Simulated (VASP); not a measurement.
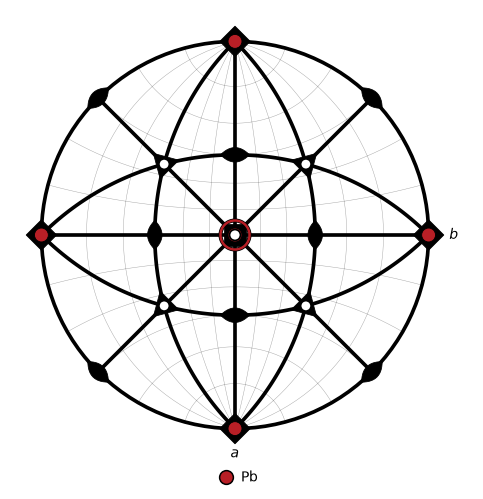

Directions from one tellurium atom at (1/2, 0, 0) to its bonded neighbours, in stereographic projection down c (filled: above the plane of the page or in it, open: below). Crystal: TePb, the geometry relaxed with VASP 6.6.1, VASP Kohn-Sham DFT of a periodic cell, revPBE with D4, VASP PAW PBE potentials, recommended. Geometry calculated from the standardised cell; symmetry tolerance 0.002 Å.

Neighbours are counted up to 3.46 Å for Pb. The symmetry elements of the site are drawn in: heavy lines are mirror planes (a heavy rim: a mirror in the plane of the page); lens, triangle, square and hexagon are 2-, 3-, 4- and 6-fold axes, a lens in an open square is −4, a triangle in an open hexagon −6; thin dashed diameters join the ends of axes that lie in the page; a small open circle marks inversion.

```cif
data_structure
_symmetry_space_group_name_H-M 'P 1'
_symmetry_Int_Tables_number 1
_cell_length_a 6.4714
_cell_length_b 6.4714
_cell_length_c 6.4714
_cell_angle_alpha 90.000
_cell_angle_beta 90.000
_cell_angle_gamma 90.000
_cell_volume 271.01
loop_
_atom_site_label
_atom_site_type_symbol
_atom_site_fract_x
_atom_site_fract_y
_atom_site_fract_z
_atom_site_occupancy
Pb1 Pb 0.00000 0.00000 0.00000 1
Te1 Te 0.50000 0.00000 0.00000 1
Pb2 Pb 0.00000 0.50000 0.50000 1
Te2 Te 0.50000 0.50000 0.50000 1
Pb3 Pb 0.50000 0.00000 0.50000 1
Te3 Te 0.00000 0.00000 0.50000 1
Pb4 Pb 0.50000 0.50000 0.00000 1
Te4 Te 0.00000 0.50000 0.00000 1
```

How many neighbours are there, and at what angles?

Answer. 6: 6 Pb at 3.24 Å. Angles between bonds: 90° (12×), 180° (3×).

What is the site's symmetry in the crystal?

Answer. Point group m-3m (Oh), order 48: three fourfold axes, four threefold axes, six twofold axes, nine mirror planes, an inversion centre. In Fm-3m, No. 225 this is Wyckoff position 4b.
